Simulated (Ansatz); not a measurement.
Input structure:

```
Mo Se
1.0
     3.47036    0.00000    0.00000
    -1.73518    3.00542    0.00000
     0.00000    0.00000   15.49671
Mo Se
2 4
Cartesian
  1.7352 1.0018 11.6225
  0.0000 2.0036 3.8742
  0.0000 2.0036 13.2433
  1.7352 1.0018 5.4950
  0.0000 2.0036 10.0017
  1.7352 1.0018 2.2534
```

### What would you see if this were drawn?

It has the composition MoSe$_{2}$. Symmetry: P6_3/mmc (No. 194), primitive hexagonal lattice. The arrangement is known as 2H molybdenite (MoS₂) type. The cell comprises 2 formula units: 2 Mo, 4 Se. The neighbours of Mo are six Se in a trigonal prismatic arrangement at 2.58 Å. Around each Se lie three Mo in a trigonal pyramidal arrangement at 2.58 Å. The bonds build MoSe2 layers parallel to (001).

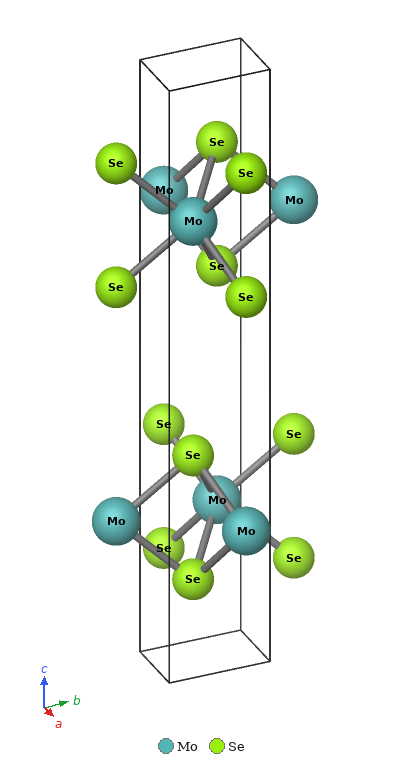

Ball-and-stick drawing of the structure, looking slightly off an axis. Thin lines show the conventional unit cell, with boundary atoms drawn in all their periodic places. The first bonded neighbours in the surrounding cells are also shown.

The model was built from a structure listed in the Materials Project. The cell was then strained or its atoms displaced on purpose. It was run through Ansatz as a DFT input.

At this level of theory the cell isn't at rest (stretched, at -4 GPa), so its distances can differ from those at equilibrium, the more so the softer the solid.
